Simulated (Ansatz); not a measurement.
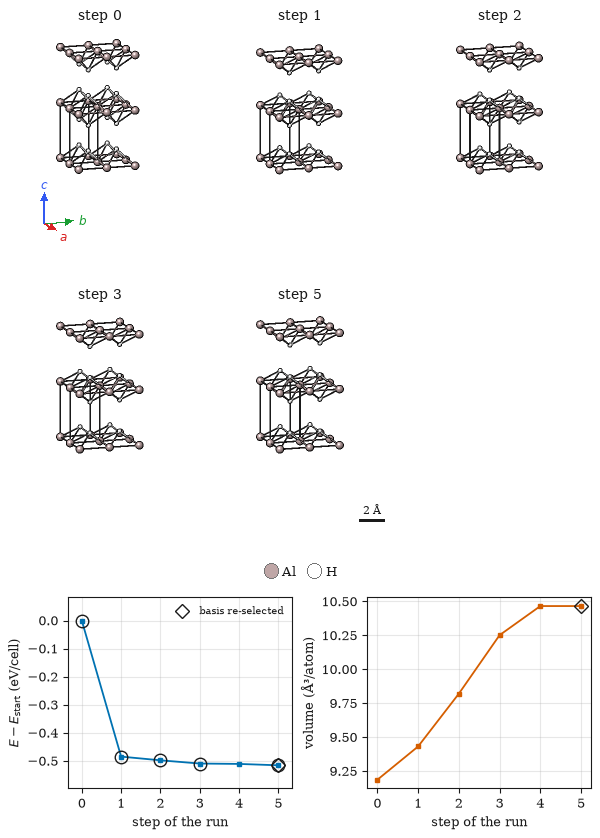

Frames of a relaxation of a crystal of AlH₂ (a generated structure, set up in P4/mmm) (coarse preliminary run), marked on the history of the run. Style: ball-and-stick. Shown: the cell of the calculation, repeated 2 × 2 × 2 with one cell outlined, slightly off an axis.

Theory: Ansatz 0.2.0, DFT PBE, scalar-relativistic, plane waves, PAW.

Input file:
```yaml
crystal:
  lattice:
    - [2.43422664, 0.0, 0.0]
    - [0.0, 2.43422664, 0.0]
    - [0.0, 0.0, 4.65078749]
  atoms:
    - { symbol: Al, position: [0.0, 0.0, 0.0] }
    - { symbol: H, position: [0.5, 0.5, 0.27000001] }
    - { symbol: H, position: [0.5, 0.5, 0.72999999] }
basis:
  ecutwfc: 420
kpoints:
  mp_grid: { grid: [8, 8, 4] }
hamiltonian:
  xc: pbe
scf:
  occupations: { method: gaussian, width: 0.1 }
  lower_state_search: "off"
output:
  forces: true
  stress: true
  eigenvalues: true
relax:
  adjacent_minimum: "off"
  f_tol: 0.04
  max_steps: 70
  cell: { stress_tol: 0.4 }
```

Launched with:
```bash
ansatz run input.yaml --threads 1 --pin off --max-ram 2560MiB --backend cpu --events-out ev --progress --plain --runs-dir out
```

Question: Describe the path.

Answer: The energy falls by 0.516 eV per cell of the calculation in 4 accepted moves (5 points after the start). The largest force component goes from 1.1 to 0.0046 eV/Å. Pressure: 7.20 GPa at the start and 0.12 GPa at the end. The SCF was repeated once at an unchanged geometry on a basis and grid sized afresh for the cell, which shifted the energy by 4.9 meV per cell of the calculation at most. The largest moves relative to the cell, 0.24 Å, are those of H2 and H3. H2 goes along −c. Al stays in place. The volume changes by +13.9 %, with a = b 2.434 → 2.580 Å (+6.0 %), c 4.651 → 4.716 Å (+1.4 %). Among the contacts that change: Al1–Al1 2.434 → 2.580 Å, Al1–H2 2.131 → 2.096 Å. The space group stays P4/mmm (No. 123). From step 0 to 1: H atoms move most (0.17 Å), volume +2.7 %, energy −0.485 eV per cell of the calculation. From step 1 to 2: H atoms move most (0.04 Å), volume +4.1 %, energy −13.1 meV per cell of the calculation. From step 2 to 3: volume +4.4 %, energy −11.5 meV per cell of the calculation. From step 3 to 5: volume +2.1 %, energy −6.3 meV per cell of the calculation.

| step | E − E(0), meV/atom | largest force component, eV/Å | pressure, GPa | volume, Å³/atom | note |
| --- | --- | --- | --- | --- | --- |
| 0 | 0.00 | 1.0506 | 7.20 | 9.186 |  |
| 1 | -161.53 | 0.0151 | 4.46 | 9.431 |  |
| 2 | -165.91 | 0.1711 | 2.99 | 9.820 |  |
| 3 | -169.75 | 0.0677 | 0.91 | 10.252 |  |
| 4 | -170.20 | 0.0038 | -0.01 | 10.466 |  |
| 5 | -171.84 | 0.0046 | 0.12 | 10.466 | same geometry, new basis |
